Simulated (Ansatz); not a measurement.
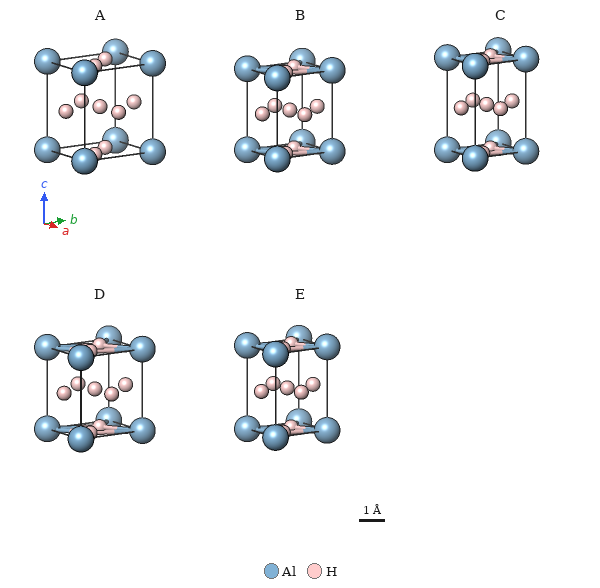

5 geometries from one relaxation of solid AlH$_{5}$ (a generated structure, set up in P6/mmm) (coarse preliminary run), in shuffled order. Style: ball-and-stick. Shown: the cell of the calculation, slightly off an axis.

Level of theory: DFT PBE, scalar-relativistic, plane waves, PAW (Ansatz 0.2.0). (plane-wave cutoff 420 eV; k-point mesh 6 × 6 × 6; occupations gaussian; smearing width 0.1 eV; no spin polarisation; cell and atoms relaxed; force threshold 0.04 eV/Å; at most 70 steps)

> Put them in the order of the run, from the start to the converged end.

A, D, B, E, C. They are steps 0, 2, 4, 5, 10, at +554 meV per atom, +267 meV per atom, +79.0 meV per atom, +25.1 meV per atom relative to the last. After 9 accepted moves (10 points after the start) the energy has fallen by 554 meV per atom. All forces vanish by symmetry, so only the cell relaxes. The pressure goes from −18.65 to −0.06 GPa. At 1 point the geometry stayed and the basis and grid were re-selected for the new cell (energy shift of 1.2 meV per atom at most each time). The atoms keep their places relative to the cell (all moves are under 0.005 Å). Cell: a = b 4.275 → 3.190 Å (−25.4 %), c 3.564 → 3.717 Å (+4.3 %). Volume −41.9 %. Some distances before and after: Al–H 2.468 → 1.842 Å. New bonds form: Al–H (2.47 → 1.84 Å). The space group stays P6/mmm (No. 191).
